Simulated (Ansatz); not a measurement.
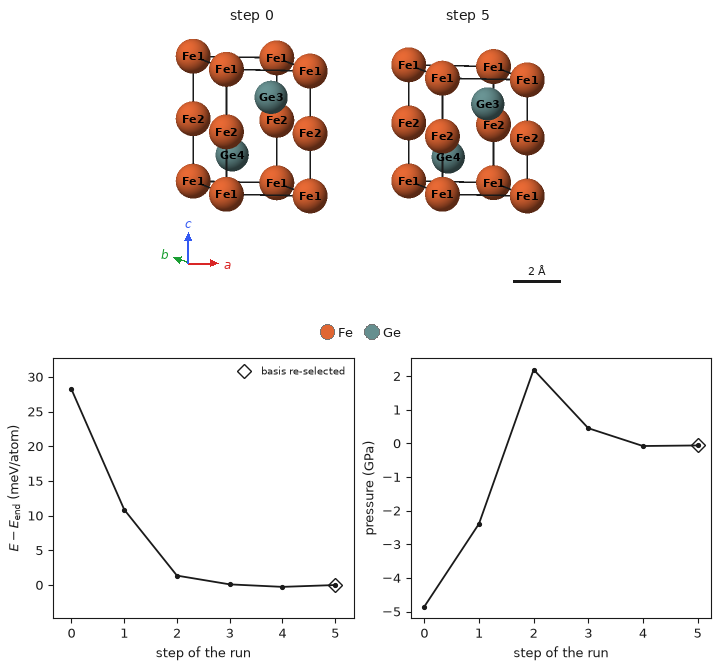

First and last geometry of a relaxation of solid FeGe (a generated structure, set up in P6_3/mmc), with the history of the run. A spheres-only model of the cell of the calculation, seen slightly off an axis.

Case: As → Ge, Mn → Fe on all its sites, cell and atoms relaxed.

All numbers below come from DFT PBE, scalar-relativistic, plane waves, PAW in Ansatz.

The input:
```yaml
crystal:
  lattice:
    - [3.598931669, 0.0, 0.0]
    - [-1.7994658345, 3.1167662519, 0.0]
    - [0.0, 0.0, 5.416799071]
  atoms:
    - { symbol: Fe, position: [0.0, 0.0, 0.0], spin: 2.12 }
    - { symbol: Fe, position: [0.0, 0.0, 0.5], spin: 2.12 }
    - { symbol: Ge, position: [0.6666666667, 0.3333333333, 0.75] }
    - { symbol: Ge, position: [0.3333333333, 0.6666666667, 0.25] }
basis:
  ecutwfc: 420
kpoints:
  mp_grid: { grid: [12, 12, 8] }
hamiltonian:
  xc: pbe
scf:
  occupations: { method: gaussian, width: 0.1 }
output:
  forces: true
  stress: true
  eigenvalues: true
  populations: true
magnetization:
  spin_polarized: true
relax:
  adjacent_minimum: "off"
  f_tol: 0.01
  max_steps: 60
  cell: { stress_tol: 0.1 }
```

Command:
```bash
ansatz run input.yaml --threads 1 --pin off --max-ram 2560MiB --backend cpu --events-out ev --progress --plain --runs-dir out
```

Q: Did the run converge, and what did it change?

A: It converged. No atom moves by more than 0.005 Å relative to the cell. The drawn cell changes as follows: a = b 3.599 → 3.650 Å (+1.4 %), c 5.417 → 5.035 Å (−7.1 %); the volume changes by −4.4 %. Some distances before and after: Fe1–Fe2 2.708 → 2.517 Å, Fe1–Ge3 2.480 → 2.454 Å. Among the angles between lasting bonds that change: Fe1–Ge4–Fe2 66.2° → 61.7°, Fe1–Ge4–Fe1 93.0° → 96.1°. The space group stays P6_3/mmc (No. 194). The energy falls by 28.2 meV per atom in 4 accepted moves (5 points after the start). All forces vanish by symmetry, so only the cell relaxes. Pressure: −4.85 GPa at the start and −0.06 GPa at the end. The SCF was repeated once at an unchanged geometry on a basis and grid sized afresh for the cell, which shifted the energy by 0.3 meV per atom at most. Cost: 3 min on 1 thread of Arm Neoverse V2 (shared host), peak memory 0.6 GiB.

```json
{"step": "0", "E − E(0), meV/atom": "0.00", "pressure, GPa": "-4.85", "volume, Å³/atom": "15.190", "note": ""}
{"step": "1", "E − E(0), meV/atom": "-17.34", "pressure, GPa": "-2.39", "volume, Å³/atom": "14.745", "note": ""}
{"step": "2", "E − E(0), meV/atom": "-26.85", "pressure, GPa": "2.19", "volume, Å³/atom": "14.252", "note": ""}
{"step": "3", "E − E(0), meV/atom": "-28.11", "pressure, GPa": "0.45", "volume, Å³/atom": "14.440", "note": ""}
{"step": "4", "E − E(0), meV/atom": "-28.47", "pressure, GPa": "-0.08", "volume, Å³/atom": "14.520", "note": ""}
{"step": "5", "E − E(0), meV/atom": "-28.21", "pressure, GPa": "-0.06", "volume, Å³/atom": "14.520", "note": "same geometry, new basis"}
```
